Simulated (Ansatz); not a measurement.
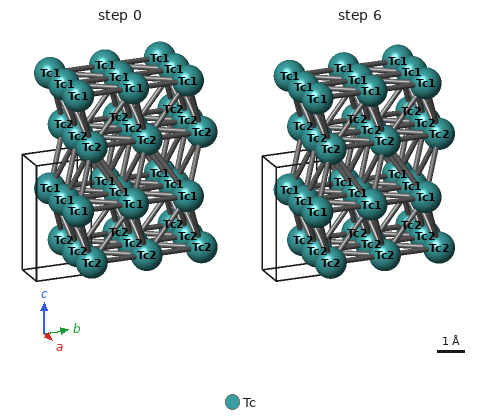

The structure of solid Tc (set up in P6_3/mmc) before (left) and after (right) a relaxation, at one scale.

Style: ball-and-stick. Shown: the cell of the calculation, repeated 3 × 3 × 2 with one cell outlined, slightly off an axis.

The run lets cell and atoms move.

Level of theory: Kohn-Sham DFT of a periodic cell, PBEsol with D3(BJ), Ansatz PAW in Ansatz.

The input:
```yaml
crystal:
  lattice:
    - [2.74, 0.0, 0.0]
    - [-1.37, 2.3729096064, 0.0]
    - [0.0, 0.0, 4.398]
  atoms:
    - { symbol: Tc, position: [0.6666666667, 0.3333333333, 0.75] }
    - { symbol: Tc, position: [0.3333333333, 0.6666666667, 0.25] }
hamiltonian:
  xc: pbesol
  pseudopotentials: { kind: paw }
  dispersion: d3bj
kpoints:
  mp_grid: { grid: [11, 11, 6] }
scf:
  occupations: { method: fermi_dirac, width: 0.05 }
output:
  forces: true
  stress: true
  eigenvalues: true
  write_density: true
  write_potential: true
  elf: true
  volumetric_format: npy
relax:
  f_tol: 0.01
  max_steps: 40
  cell: { stress_tol: 0.05 }
```

Run as
```bash
ansatz run input.yaml --threads 2 --pin off --max-ram 5632MiB --backend cpu --events-out ev --progress --plain --runs-dir out
```

### Summarise the run.

No atom moves by more than 0.005 Å relative to the cell. Cell: a = b 2.740 → 2.701 Å (−1.4 %), c 4.398 → 4.334 Å (−1.4 %). Volume −4.2 %. Near-neighbour distances that change, for instance: Tc1–Tc1 2.740 → 2.701 Å, Tc1–Tc2 2.709 → 2.670 Å. The space group stays P6_3/mmc (No. 194). The energy falls by 26.5 meV per atom in 3 accepted moves (6 points after the start). All forces vanish by symmetry, so only the cell relaxes. Pressure: −13.53 GPa at the start and 0.00 GPa at the end. The line search rejected the trial step at point 1 of the run. The SCF was repeated twice at an unchanged geometry on a basis and grid sized afresh for the cell, which shifted the energy by less than 0.05 meV per atom at most. At step 1 the optimiser overshot: the energy rose above the start, and later steps came back.
